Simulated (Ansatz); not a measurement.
## Run report: Ge, single-point calculation

- system: Ge (R-3m, 2 atoms in the cell)
- method: DFT, PBE, plane waves, PAW, no spin polarisation (Ansatz 0.2.0)

The structure was built on a prototype by a generator; it need not be a known phase. Figures and captions count atoms from 1; the log counts them from 0 in places.

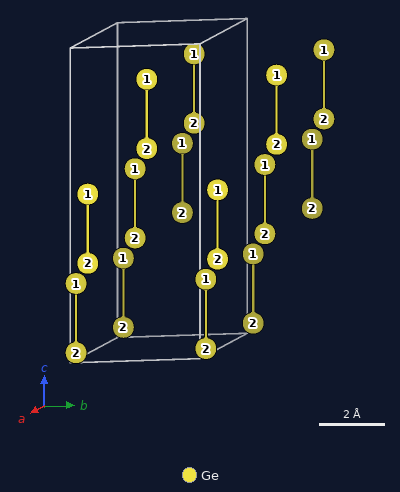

The structure as given in the input (ball-and-stick view of the cell 3 times as large as that of the calculation, set on its symmetry axes, repeated 2 × 2 × 1, seen slightly off an axis; atoms are numbered from 1 in the order of the input). An atom can appear more than once, as a periodic image. Near neighbours in the periodic cell (some may lie outside the picture): Ge has 1 Ge at 2.19 Å.

## The input
```yaml
crystal:
  lattice:
    - [0.0, 2.8744485395, 2.8744485395]
    - [2.8744485395, 0.0, 2.8744485395]
    - [2.8744485395, 2.8744485395, 0.0]
  atoms:
    - { symbol: Ge, position: [-0.17, -0.11, -0.11] }
    - { symbol: Ge, position: [0.17, 0.11, 0.11] }
kpoints:
  mp_grid: { grid: [9, 9, 9] }
scf:
  occupations: { method: fermi_dirac, width: 0.05 }
  convergence: { dr2_threshold: 1.0e-11 }
hamiltonian:
  xc: pbe
  pseudopotentials: { kind: paw }
output:
  forces: true
  stress: true
  eigenvalues: true
  populations: true
  write_density: true
  write_potential: true
  elf: true
  volumetric_format: npy
```

Machine: 1 thread of Arm Neoverse V1, 24 GiB of memory available, shared host.

Launched with:
```bash
ansatz run input.yaml --threads 1 --pin off --max-ram 2048MiB --backend cpu --events-out ev --progress --plain --runs-dir out
```

## The program's output
```
Engine: ansatz 0.2.0, aarch64-unknown-linux-gnu
Pseudopotentials: kind: paw
Pseudopotential: Ge, paw, valence charge 14, recommended cutoff 420 eV (normal), Ge.paw.azcp
Functional definition: PBE
  parameter kappa = 0.804
  parameter beta = 0.06672455060314922
  exchange = pbe_x(kappa = kappa, mu = beta*pi^2/3)
  correlation = pbe_c(beta = beta)
Crystal: 2 atoms, lattice volume = 47.500 Å³
Basis set: ecut = 420 eV, 941 PW (Γ), exchange–correlation on 60×60×60 points (8 copies of the dense FFT grid, shifted against one another)
Bands: 18, of which v1, the nominal top of the filled ones, is band 14 counted from 1 (13 counted from 0)
Symmetry: 12 space group operations
Space group: R-3m (ITA 166), of the structure as read, at distance tolerance 3.6e-5 Å
k-points: 85 of 729
Non-local potential: Ge, projectors of the file, l = 0: 2, l = 1: 2, l = 2: 3, l = 3: 1
PAW form: soft (Blöchl's): semilocal exchange-correlation on the pseudo side does not see the compensation charge
PAW one-centre angular grid: Ge, 590 points (default); XC on 64 Gauss nodes
Initial density: superposition of atomic densities (neutral atoms: chi_scale 0, normalization atom), corrected by the library's trained network
Initial wavefunctions: pseudopotential atomic-orbital guess
Functional: x = pbe(κ = 0.804, μ = 0.2195149727645171), c = pbe(β = 0.06672455060314922)
SCF iter   1: F=—  HF=-8589.375827 eV  |F-HF|=—  |Δ(HF+E_count)|=         —  Δρ=1.35e-3  dr2=8.07e-4  ethr=1.77e-3  ⟨swp⟩=6.0  Hψ=7384  notcnv=0
preconditioner: auto → Kerker (q_TF=auto, 2.498 Å⁻¹)  [metal: Δε(μ)=0.138 eV  Ē_g=23.316 eV  σ=0.050 eV  W_gap=0.47  n_scr=14 (ndim 8)  ℏωp=28.5 eV  f_vac=0.076  D(μ)=0.26/eV (n_scr^D=0)]
SCF iter   2: F=—  HF=-8589.375476 eV  |F-HF|=—  |Δ(HF+E_count)|=   3.51e-4  Δρ=1.06e-3  dr2=4.22e-4  ethr=2.88e-6  ⟨swp⟩=2.0  Hψ=3080  notcnv=0
SCF iter   3: F=—  HF=-8589.375497 eV  |F-HF|=—  |Δ(HF+E_count)|=   2.11e-5  Δρ=5.39e-4  dr2=1.72e-4  ethr=1.51e-6  ⟨swp⟩=2.4  Hψ=2610  notcnv=0
SCF iter   4: F=—  HF=-8589.375549 eV  |F-HF|=—  |Δ(HF+E_count)|=   5.15e-5  Δρ=2.30e-4  dr2=1.99e-5  ethr=6.14e-7  ⟨swp⟩=2.0  Hψ=1868  notcnv=0
SCF iter   5: F=—  HF=-8589.375554 eV  |F-HF|=—  |Δ(HF+E_count)|=   5.48e-6  Δρ=5.52e-5  dr2=2.65e-6  ethr=7.12e-8  ⟨swp⟩=2.0  Hψ=2705  notcnv=0
SCF iter   6: F=—  HF=-8589.375558 eV  |F-HF|=—  |Δ(HF+E_count)|=   3.54e-6  Δρ=2.65e-5  dr2=1.80e-7  ethr=9.45e-9  ⟨swp⟩=2.0  Hψ=1875  notcnv=0
SCF iter   7: F=—  HF=-8589.375558 eV  |F-HF|=—  |Δ(HF+E_count)|=   6.15e-8  Δρ=8.29e-6  dr2=1.77e-8  ethr=6.44e-10  ⟨swp⟩=2.0  Hψ=2723  notcnv=0
SCF iter   8: F=—  HF=-8589.375558 eV  |F-HF|=—  |Δ(HF+E_count)|=   8.74e-9  Δρ=2.31e-6  dr2=1.24e-9  ethr=6.32e-11  ⟨swp⟩=2.0  Hψ=2719  notcnv=0
SCF iter   9: F=—  HF=-8589.375558 eV  |F-HF|=—  |Δ(HF+E_count)|=   1.12e-9  Δρ=3.15e-7  dr2=2.76e-11  ethr=4.41e-12  ⟨swp⟩=2.0  Hψ=2721  notcnv=0
SCF iter  10: F=-8589.375558 eV  HF=-8589.375558 eV  |F-HF|=0.00e0  |Δ(HF+E_count)|=  2.18e-11  Δρ=1.92e-8  dr2=2.57e-13  ethr=1.00e-12  ⟨swp⟩=5.0  Hψ=6261  notcnv=0
SCF 1 converged in 10 iterations: F = -8589.375558 eV  dr2 = 2.57e-13
  greatest PAW one-centre occupation: 0.998 electrons in one spin orbital (limit 2), on the Ge atom at site 1 (counted from 0), in its partial waves of l = 2
```

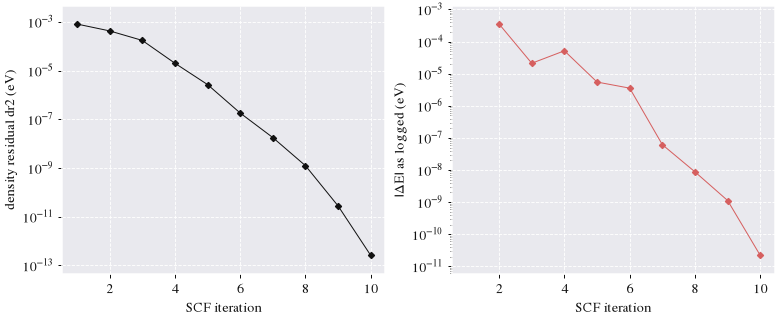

Convergence of the self-consistent field: density residual dr2 and size of the energy change against the SCF iteration. The residual falls at every step.

```
SCF converged after 10 iterations
Free energy (F): -8589.375558 eV
Harris-Foulkes:  -8589.375558 eV  (|F-HF|=0.00e0)
Internal energy: -8589.373382 eV  (E = F + TS)
E sigma→0 (E₀):  -8589.374470 eV
Entropy (-TS):   -0.002176 eV (-1.088 meV/atom)
Fermi energy:    8.089948 eV
--- Per-component energies (eV) ---
  E_band       = -316.569254
  E_kinetic    = 222.458652
  E_local      = -5036.156490  (includes V_loc(G=0)·N_el)
  E_nonlocal   = 836.217780
  E_hartree    = 2206.802501
  E_xc         = -150.970849
  E_vxc        = -128.923548  (∫ρ·V_xc dr)
  E_paw        = -4038.582426  (= ΣΔE_a)
  E_vpaw       = -623.771274  (= ΣTr[D̂ρ^β])
  E_aug_tail   = 0.000619  (compensation charges beyond the density's cutoff)
  E_ewald      = -2629.143170
  E_smearing   = -0.002176  (= −TS)
  E_closure    = -0.000000  (closes the sum)
  Σ components = -8589.375558   (vs F -8589.375558, Δ=0.00e0)
--- Forces (eV/Å), atoms counted from 1 ---
  atom   1  Ge    -2.57053456     2.57053456     2.57053456
  atom   2  Ge     2.57053456    -2.57053456    -2.57053456
  max |Σ_I F_I| component: 4.44e-16 eV/Å
--- Stress (GPa, compression-positive) ---
        4.113518      -7.160800      -7.160800
       -7.160800       4.113518       7.160800
       -7.160800       7.160800       4.113518
  P = ⅓ Tr σ = 4.1135 GPa (41.135 kbar)
--- Band table (eV; the first three rows and the last of 85) ---
  k-point 0: bands = ["-17.0861", "-16.9028", "-16.9028", "-16.8552", "-16.8552", "-16.7141", "-16.7141", "-16.6621", "-16.6621", "-16.5932", "-4.6017", "6.5349", "7.5263", "8.7740", "8.7740", "9.7121", "9.7121", "11.7536"]
  k-point 1: bands = ["-17.0883", "-16.9056", "-16.9017", "-16.8549", "-16.8484", "-16.7179", "-16.7134", "-16.6635", "-16.6634", "-16.5888", "-4.4678", "5.7333", "6.8822", "8.4340", "8.6172", "10.0401", "10.8156", "12.0931"]
  k-point 2: bands = ["-17.0931", "-16.9116", "-16.8981", "-16.8555", "-16.8331", "-16.7275", "-16.7105", "-16.6675", "-16.6645", "-16.5801", "-4.0820", "3.9469", "6.4224", "7.9634", "8.2097", "10.3735", "12.2290", "13.0950"]
  k-point 84: bands = ["-17.1241", "-16.9591", "-16.9555", "-16.8066", "-16.8020", "-16.7469", "-16.7430", "-16.6221", "-16.6142", "-16.5479", "-1.7544", "-0.9426", "5.7520", "6.5289", "9.6160", "11.8503", "12.4046", "15.8316"]
--- Löwdin populations: 2 sites ---
  site symbol       q [e]
     0     Ge     13.9776
     1     Ge     13.9776
  spilling = 0.001603 (of n_electrons = 28.000000)
```

## File populations.tsv
```
# site	symbol	l	j	q
# orbitals = lowdin
# n_electrons = 28.000000
# spilling = 0.001603
0	Ge	0_4S	-	1.355022
0	Ge	1_4P	-	2.626455
0	Ge	2_3D	-	9.996078
1	Ge	0_4S	-	1.355022
1	Ge	1_4P	-	2.626455
1	Ge	2_3D	-	9.996078
```

## File rho_z.tsv
```
# z_ang	rho[e/angstrom^3]
# format = ansatz-planar-average/11
# lattice	0.000000000	2.874448539	2.874448539
# lattice	2.874448539	0.000000000	2.874448539
# lattice	2.874448539	2.874448539	0.000000000
# sites	2
# site	32	-0.632378679	-0.804845591	-0.804845591
# site	32	0.632378679	0.804845591	0.804845591
0.000000	9.387096e-1
0.135503	1.047814e0
0.271006	1.289174e0
0.406508	1.448902e0
0.542011	1.352860e0
0.677514	1.036628e0
0.813017	6.831997e-1
0.948520	4.253284e-1
1.084022	2.768697e-1
1.219525	1.975413e-1
1.355028	1.525247e-1
1.490531	1.249162e-1
1.626034	1.074220e-1
1.761536	9.612624e-2
1.897039	8.964814e-2
2.032542	8.759248e-2
2.168045	8.964814e-2
2.303548	9.612624e-2
2.439050	1.074220e-1
2.574553	1.249162e-1
2.710056	1.525247e-1
2.845559	1.975413e-1
2.981062	2.768697e-1
3.116564	4.253284e-1
3.252067	6.831997e-1
3.387570	1.036628e0
3.523073	1.352860e0
3.658576	1.448902e0
3.794079	1.289174e0
3.929581	1.047814e0
```

## File v_z.tsv
```
# z_ang	v_es[eV]	v_tot[eV]
# format = ansatz-planar-average/11
# xc	pbe
# density_cutoff_ev	1680
# datasets	Ge=:simpson_from_first_knot:soft
# lattice	0.000000000	2.874448539	2.874448539
# lattice	2.874448539	0.000000000	2.874448539
# lattice	2.874448539	2.874448539	0.000000000
# sites	2
# site	32	-0.632378679	-0.804845591	-0.804845591
# site	32	0.632378679	0.804845591	0.804845591
0.000000	-2.112493e0	-1.390814e1
0.135503	-1.967675e0	-1.369141e1
0.271006	-1.516489e0	-1.304929e1
0.406508	-7.441561e-1	-1.201262e1
0.542011	2.880535e-1	-1.065011e1
0.677514	1.435820e0	-9.084100e0
0.813017	2.585088e0	-7.434884e0
0.948520	3.743474e0	-5.713514e0
1.084022	4.939235e0	-3.914829e0
1.219525	6.167779e0	-2.105508e0
1.355028	7.391404e0	-3.770864e-1
1.490531	8.494602e0	1.149256e0
1.626034	9.332112e0	2.320405e0
1.761536	9.865230e0	3.083496e0
1.897039	1.016224e1	3.515895e0
2.032542	1.025981e1	3.660046e0
2.168045	1.016224e1	3.515895e0
2.303548	9.865230e0	3.083496e0
2.439050	9.332112e0	2.320405e0
2.574553	8.494602e0	1.149256e0
2.710056	7.391404e0	-3.770864e-1
2.845559	6.167779e0	-2.105508e0
2.981062	4.939235e0	-3.914829e0
3.116564	3.743474e0	-5.713514e0
3.252067	2.585088e0	-7.434884e0
3.387570	1.435820e0	-9.084100e0
3.523073	2.880535e-1	-1.065011e1
3.658576	-7.441561e-1	-1.201262e1
3.794079	-1.516489e0	-1.304929e1
3.929581	-1.967675e0	-1.369141e1
```

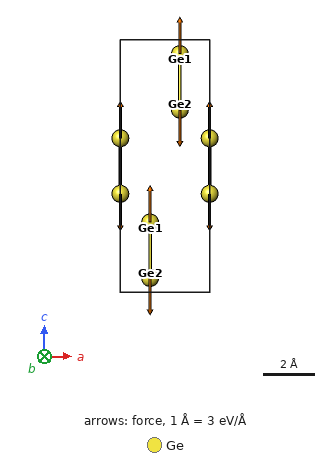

Forces on the atoms as orange arrows (ball-and-stick view of the cell 3 times as large as that of the calculation, set on its symmetry axes, along the b axis; atoms are numbered from 1 in the order of the input). The largest act on Ge1, Ge2 (4.45 eV/Å). The geometry is not a stationary point of this energy.

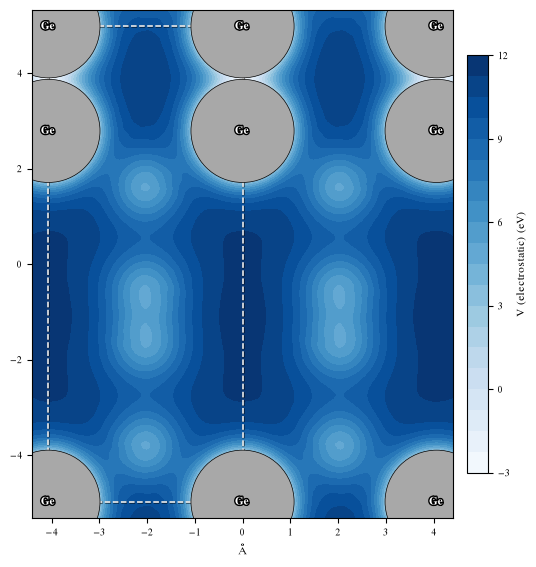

Electrostatic potential energy of an electron on the (010) plane of the conventional cell. Grey discs, where drawn, cover atomic cores. The section cuts through Ge sites. Outside the cores the potential energy rises away from the atoms and is highest about 2.4 Å from the nearest atoms; outside the discs it spans about 14 eV, and its zero is arbitrary. In a PAW calculation such maps are meaningful between the atoms, not at the nuclei.

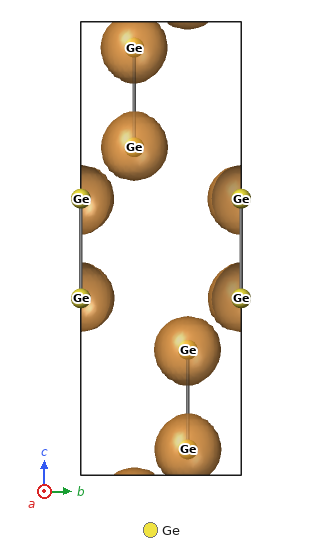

Isosurface of the valence charge density (pseudo) at 1 e/Å³ (orange), seen along the a axis. Sticks mark near contacts. The outline is the cell set on symmetry axes. At this value the density breaks into separate islands; it holds about 70 % of the electrons treated as valence (semicore included). It is pinched off along the Ge–Ge (2.19 Å) contacts. On the grid the lowest density along these lines, outside the cores, is 0.72 e/Å³ (Ge–Ge, 2.19 Å).

## Summary

```json
{"quantity": "outcome", "value": "converged"}
{"quantity": "space group (tolerance 0.01 Å)", "value": "R-3m (166)"}
{"quantity": "electrons treated", "value": "28"}
{"quantity": "free energy", "value": "−8589.3756 eV"}
{"quantity": "Fermi energy", "value": "8.090 eV"}
{"quantity": "pressure", "value": "4.11 GPa"}
{"quantity": "largest force (length of the vector)", "value": "4.452 eV/Å"}
{"quantity": "wall time", "value": "6.5 s"}
{"quantity": "peak memory", "value": "0.35 GiB"}
```

## Remarks

Settings chosen away from the usual ones: scf.convergence.dr2_threshold = 1e-11.
